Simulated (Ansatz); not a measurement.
**Run report: TiSi2, single-point calculation**

The run: single-point calculation of TiSi2 (6 atoms in the cell). Method and program: DFT PBE, scalar-relativistic, plane waves, PAW, no spin polarisation (Ansatz 0.2.0).

The structure derives from a Materials Project entry. It belongs to a series of runs on one base structure; here: bulk in the cell of the (0 0 1) plane.

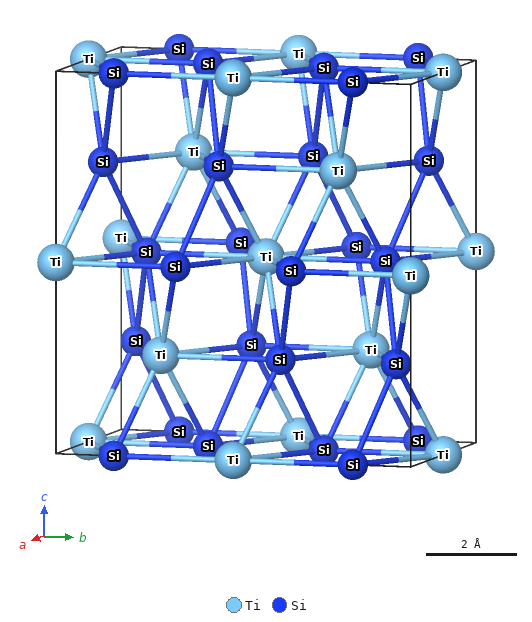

Fig. 1: The structure (ball-and-stick view of the cell 4 times as large as that of the calculation, set on its symmetry axes, seen slightly off an axis).

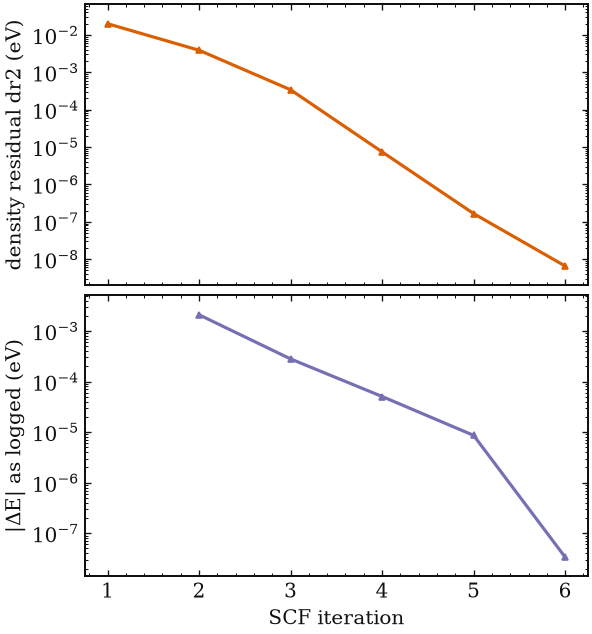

Fig. 2: Convergence of the self-consistent field: density residual dr2 and size of the energy change against the SCF iteration. The residual falls at every step.

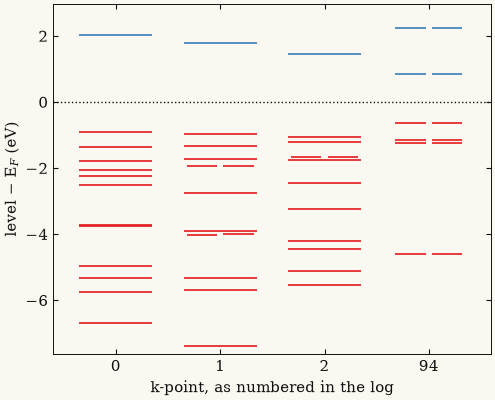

Fig. 3: Kohn–Sham levels near the Fermi level (dotted) at the few k-points that the log prints; levels within 0.02 eV of each other stand side by side. The system is metallic on the full mesh.

These pictures come from the run below.

**Input**
```yaml
crystal:
  lattice:
    - [4.7827940929, 0.0, 0.0]
    - [-2.3669914019, 4.1560162462, 0.0]
    - [1.2079013455, 2.0780081231, 4.2801839307]
  atoms:
    - { symbol: Ti, position: [0.5, 0.5, 0.0] }
    - { symbol: Ti, position: [0.25, 0.75, 0.5] }
    - { symbol: Si, position: [0.1630629673, 0.8369370327, 0.0] }
    - { symbol: Si, position: [0.8369370327, 0.1630629673, 0.0] }
    - { symbol: Si, position: [0.9130629673, 0.0869370327, 0.5] }
    - { symbol: Si, position: [0.5869370327, 0.4130629673, 0.5] }
basis:
  ecutwfc: 420
kpoints:
  mp_grid: { grid: [8, 8, 8] }
hamiltonian:
  xc: pbe
scf:
  occupations: { method: gaussian, width: 0.1 }
output:
  forces: true
  stress: true
  eigenvalues: true
```

Command:
```bash
ansatz run input.yaml --threads 4 --pin off --max-ram 8192MiB --backend cpu --events-out ev --progress --plain --runs-dir out
```

**Log**
```
Engine: ansatz 0.2.0, aarch64-unknown-linux-gnu
Pseudopotentials: kind: paw
Pseudopotential: Ti, paw, valence charge 12, recommended cutoff 420 eV (normal), Ti.paw.azcp
Pseudopotential: Si, paw, valence charge 4, recommended cutoff 420 eV (normal), Si.paw.azcp
Functional definition: PBE
  parameter kappa = 0.804
  parameter beta = 0.06672455060314922
  exchange = pbe_x(kappa = kappa, mu = beta*pi^2/3)
  correlation = pbe_c(beta = beta)
Crystal: 6 atoms, lattice volume = 85.079 Å³
Basis set: ecut = 420 eV, 1627 PW (Γ), exchange–correlation on 64×64×72 points (8 copies of the dense FFT grid, shifted against one another)
Bands: 26, of which v1, the nominal top of the filled ones, is band 20 counted from 1 (19 counted from 0)
Symmetry: 8 space group operations
Space group: Fddd (ITA 70), of the structure as read, at distance tolerance 4.4e-5 Å
k-points: 95 of 512
Non-local potential: Ti, projectors of the file, l = 0: 3, l = 1: 2, l = 2: 3, l = 3: 1
Non-local potential: Si, projectors of the file, l = 0: 2, l = 1: 2, l = 2: 2
PAW form: soft (Blöchl's): semilocal exchange-correlation on the pseudo side does not see the compensation charge
PAW one-centre angular grid: Ti, 590 points (default); XC on 64 Gauss nodes
PAW one-centre angular grid: Si, 110 points (default); XC on 64 Gauss nodes
Initial density: superposition of atomic densities (neutral atoms: chi_scale 0, normalization atom), corrected by the library's trained network
Initial wavefunctions: pseudopotential atomic-orbital guess
Functional: x = pbe(κ = 0.804, μ = 0.2195149727645171), c = pbe(β = 0.06672455060314922)
SCF iter   1: F=—  HF=-7545.936800 eV  |F-HF|=—  |Δ(HF+E_count)|=         —  Δρ=4.07e-3  dr2=1.99e-2  ethr=1.77e-3  ⟨swp⟩=6.1  Hψ=12238  notcnv=0
preconditioner: auto → Kerker (q_TF=auto, 2.406 Å⁻¹)  [metal: Δε(μ)=0.011 eV  Ē_g=6.303 eV  σ=0.100 eV  W_gap=0.06  n_scr=16 (ndim 8)  ℏωp=19.7 eV  f_vac=0.000  D(μ)=2.29/eV (n_scr^D=16)]
SCF iter   2: F=—  HF=-7545.934708 eV  |F-HF|=—  |Δ(HF+E_count)|=   2.09e-3  Δρ=1.94e-3  dr2=3.88e-3  ethr=4.97e-5  ⟨swp⟩=1.1  Hψ=3245  notcnv=0
SCF iter   3: F=—  HF=-7545.934428 eV  |F-HF|=—  |Δ(HF+E_count)|=   2.80e-4  Δρ=5.57e-4  dr2=3.40e-4  ethr=9.71e-6  ⟨swp⟩=2.5  Hψ=3284  notcnv=0
SCF iter   4: F=—  HF=-7545.934377 eV  |F-HF|=—  |Δ(HF+E_count)|=   5.06e-5  Δρ=9.57e-5  dr2=7.42e-6  ethr=8.51e-7  ⟨swp⟩=2.0  Hψ=3332  notcnv=0
SCF iter   5: F=—  HF=-7545.934369 eV  |F-HF|=—  |Δ(HF+E_count)|=   8.62e-6  Δρ=1.74e-5  dr2=1.66e-7  ethr=1.85e-8  ⟨swp⟩=2.0  Hψ=3310  notcnv=0
SCF iter   6: F=-7545.934369 eV  HF=-7545.934369 eV  |F-HF|=4.31e-9  |Δ(HF+E_count)|=   3.37e-8  Δρ=2.68e-6  dr2=6.56e-9  ethr=2.50e-10  ⟨swp⟩=8.3  Hψ=10325  notcnv=0
SCF 1 converged in 6 iterations: F = -7545.934369 eV  dr2 = 6.56e-9
  greatest PAW one-centre occupation: 0.999 electrons in one spin orbital (limit 2), on the Ti atom at site 1 (counted from 0), in its partial waves of l = 0
SCF converged after 6 iterations
Free energy (F): -7545.934369 eV
Harris-Foulkes:  -7545.934369 eV  (|F-HF|=4.31e-9)
Internal energy: -7545.922840 eV  (E = F + TS)
E sigma→0 (E₀):  -7545.928604 eV
Entropy (-TS):   -0.011529 eV (-1.921 meV/atom)
Fermi energy:    12.435224 eV
--- Per-component energies (eV) ---
  E_band       = -221.705801
  E_kinetic    = 717.875742
  E_local      = -2040.430321  (includes V_loc(G=0)·N_el)
  E_nonlocal   = 116.818942
  E_hartree    = 888.256843
  E_xc         = -422.884331
  E_vxc        = -440.708255  (∫ρ·V_xc dr)
  E_paw        = -4145.979583  (= ΣΔE_a)
  E_vpaw       = -351.772256  (= ΣTr[D̂ρ^β])
  E_aug_tail   = 0.000258  (compensation charges beyond the density's cutoff)
  E_ewald      = -2659.580391
  E_smearing   = -0.011529  (= −TS)
  E_closure    = 0.000000  (closes the sum)
  Σ components = -7545.934369   (vs F -7545.934369, Δ=0.00e0)
--- Forces (eV/Å), atoms counted from 1 ---
  atom   1  Ti     0.00000000    -0.00000000     0.00000000
  atom   2  Ti    -0.00000000     0.00000000    -0.00000000
  atom   3  Si     0.00370943    -0.00215621     0.00000000
  atom   4  Si    -0.00370943     0.00215621     0.00000000
  atom   5  Si     0.00370943    -0.00215621    -0.00000000
  atom   6  Si    -0.00370943     0.00215621    -0.00000000
  max |Σ_I F_I| component: 5.55e-17 eV/Å
--- Stress (GPa, compression-positive) ---
        0.177314      -0.157599       0.000000
       -0.157599      -0.002203      -0.000000
        0.000000      -0.000000      -0.155610
  P = ⅓ Tr σ = 0.0065 GPa (0.065 kbar)
--- Band table (eV; the first three rows and the last of 95) ---
  k-point 0: bands = ["-43.8461", "-43.8192", "-20.2240", "-20.2152", "-20.1433", "-20.1288", "-20.1075", "-20.1037", "-0.0742", "5.7553", "6.6803", "7.0975", "7.4745", "8.6747", "8.7047", "9.9321", "10.1936", "10.3718", "10.6565", "11.0751", "11.5272", "14.4745", "15.5008", "15.6828", "15.8252", "15.8252"]
  k-point 1: bands = ["-43.8450", "-43.8202", "-20.2200", "-20.2139", "-20.1495", "-20.1266", "-20.1089", "-20.1049", "0.0530", "5.0322", "6.7318", "7.0925", "8.4113", "8.4298", "8.5398", "9.6759", "10.4912", "10.5095", "10.6964", "11.1098", "11.4603", "14.2132", "15.5319", "15.7056", "15.7540", "15.7555"]
  k-point 2: bands = ["-43.8421", "-43.8231", "-20.2098", "-20.2085", "-20.1630", "-20.1235", "-20.1209", "-20.1018", "0.4283", "3.8966", "6.8848", "7.3185", "7.9681", "8.2233", "9.1941", "9.9949", "10.6900", "10.7667", "10.7822", "11.2139", "11.3706", "13.8894", "15.5294", "15.5755", "15.6385", "15.8264"]
  k-point 94: bands = ["-43.8324", "-43.8324", "-20.2440", "-20.2440", "-20.1381", "-20.1381", "-20.0880", "-20.0880", "3.5539", "3.5539", "3.6661", "3.6661", "7.8249", "7.8249", "11.2069", "11.2069", "11.2972", "11.2972", "11.7904", "11.7904", "13.2871", "13.2871", "14.6831", "14.6831", "15.4623", "15.4623"]
```

**Key numbers**

- outcome: converged
- space group (tolerance 0.01 Å): Fddd (70)
- electrons treated: 40
- free energy: −7545.9344 eV
- Fermi energy: 12.435 eV
- gap on the k-point mesh: none (metallic)
- pressure: 0.01 GPa
- largest force (length of the vector): 0.004 eV/Å
- hardware: 4 threads of Arm Neoverse V2, 128 GiB of memory available, shared host
- wall time: 3.1 s (CPU time 12 s)
- peak memory: 0.49 GiB
